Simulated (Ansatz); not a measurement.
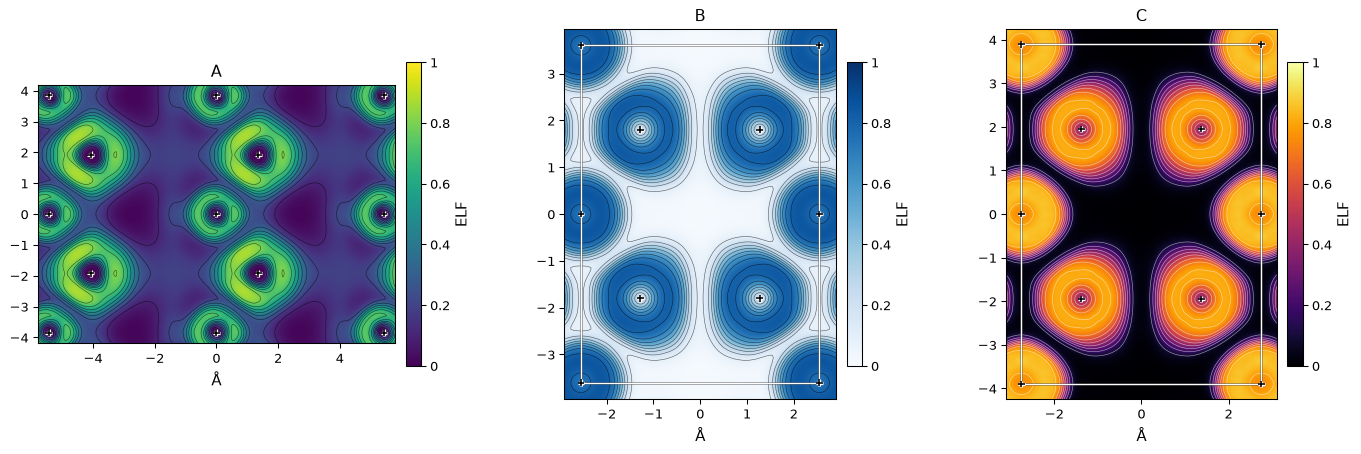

The electron localisation function of 3 systems, each on a plane through atoms (crosses mark nuclei in the plane).

Level of theory: DFT PBE, scalar-relativistic, plane waves, PAW (Ansatz).

System 1: CaF2, the (011) plane of the conventional cell. Space group Fm-3m.

```cif
data_structure
_symmetry_space_group_name_H-M 'P 1'
_symmetry_Int_Tables_number 1
_cell_length_a 5.5104
_cell_length_b 5.5104
_cell_length_c 5.5104
_cell_angle_alpha 90.000
_cell_angle_beta 90.000
_cell_angle_gamma 90.000
_cell_volume 167.32
loop_
_atom_site_label
_atom_site_type_symbol
_atom_site_fract_x
_atom_site_fract_y
_atom_site_fract_z
_atom_site_occupancy
Ca1 Ca 0.00000 0.00000 0.00000 1
Ca2 Ca 0.50000 0.50000 0.00000 1
Ca3 Ca 0.50000 0.00000 0.50000 1
Ca4 Ca 0.00000 0.50000 0.50000 1
F1 F 0.25000 0.25000 0.25000 1
F2 F 0.75000 0.75000 0.25000 1
F3 F 0.75000 0.25000 0.75000 1
F4 F 0.25000 0.75000 0.75000 1
F5 F 0.75000 0.25000 0.25000 1
F6 F 0.25000 0.75000 0.25000 1
F7 F 0.25000 0.25000 0.75000 1
F8 F 0.75000 0.75000 0.75000 1
```

System 2: WS, the (110) plane of the conventional cell. Space group F-43m; started from the zinc blende prototype, which need not be the ambient phase; computed pressure about −8 GPa in this cell; the program warned that a starting moment wasn't kept; spin-polarised, but the moments vanished.

```
CELL_PARAMETERS angstrom
5.43853 0.00000 0.00000
0.00000 0.00000 -5.43853
0.00000 5.43853 0.00000
ATOMIC_POSITIONS crystal
W 0.50000 0.50000 0.00000
W 0.00000 0.50000 0.50000
W 0.00000 0.00000 0.00000
W 0.50000 0.00000 0.50000
S 0.25000 0.75000 0.25000
S 0.75000 0.75000 0.75000
S 0.75000 0.25000 0.25000
S 0.25000 0.25000 0.75000
```

System 3: HfO2, the (011) plane of the conventional cell. Space group Fm-3m.

```
Hf O
1.0
     5.09761    0.00000    0.00000
     0.00000    5.09761    0.00000
     0.00000    0.00000    5.09761
Hf O
4 8
Direct
  0.00000 0.00000 0.00000
  0.50000 0.50000 0.00000
  0.50000 0.00000 0.50000
  0.00000 0.50000 0.50000
  0.25000 0.25000 0.25000
  0.75000 0.75000 0.25000
  0.75000 0.25000 0.75000
  0.25000 0.75000 0.75000
  0.75000 0.25000 0.25000
  0.25000 0.75000 0.25000
  0.25000 0.25000 0.75000
  0.75000 0.75000 0.75000
```

> Which map belongs to which system?

Panel A is system 2, WS: the plane holds W and S. W–S (2.35 Å): the ELF peaks at about 0.90 in the valence shell of S, 0.8 Å from its nucleus, and is about 0.45 at the midpoint. Panel B is system 3, HfO2: the plane holds Hf and O. Hf–O (2.21 Å): the ELF peaks at about 0.85 in the valence shell of O, 0.6 Å from its nucleus, and drops to about 0.15 between the two atoms; no localised pair shows between them. Panel C is system 1, CaF2: the plane holds Ca and F. Ca–F (2.39 Å): the ELF is about 0.05 at the midpoint: a closed-shell, largely ionic contact.
